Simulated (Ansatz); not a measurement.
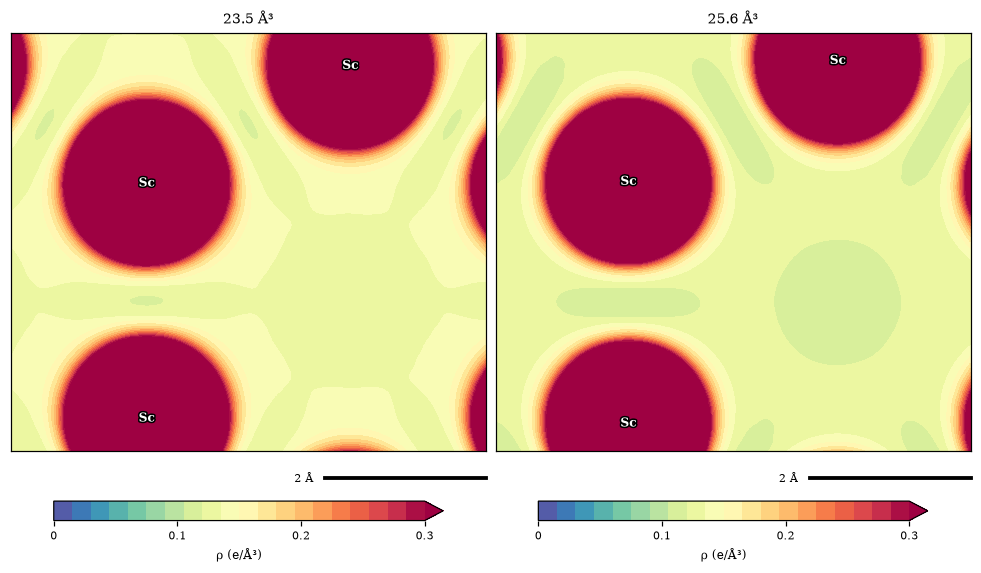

Sc. The valence electron density of cells scaled evenly to different volumes (given per atom above each panel), on the (001) plane of each (indices in the axes of the cell below), at one length scale and on one colour scale.

A generated structure, not necessarily the stable one; computed without spin polarisation.

All numbers below come from Ansatz 0.2.0, DFT, RPBE, plane waves (420 eV) with PAW, scalar-relativistic.

The density is the valence pseudo-density of a PAW calculation; it isn't the true density close to the nuclei.

The largest cell:

```yaml
crystal:
  lattice:
    - [5.21528, 0.00000, 0.00000]
    - [-2.60764, 4.51657, 0.00000]
    - [0.00000, 0.00000, 3.25424]
  atoms:
    - { symbol: Sc, position: [0.00000, 0.00000, 0.00000] }
    - { symbol: Sc, position: [0.33333, 0.66667, 0.50000] }
    - { symbol: Sc, position: [0.66667, 0.33333, 0.50000] }
```

| volume (Å³/atom) | Sc–Sc contact in the plane (Å) | ρ at its midpoint (e/Å³) | pressure (GPa) | 
| --- | --- | --- | --- |
| 23.51 | 2.928 | 0.118 | 4.7 | 
| 24.53 | 2.970 | ? | ? | 
| 25.55 | 3.011 | 0.109 | 0.0 | 

### What values belong in the row with question marks?

Over the known rows ln ρ falls by 0.96 per Å of Sc–Sc distance (the line through the two), which gives 0.113 e/Å³ at 2.970 Å; the calculation gives 0.113 e/Å³. For the pressure, a straight line in volume between the neighbouring rows gives 2.4 GPa; the calculation gives 2.1.
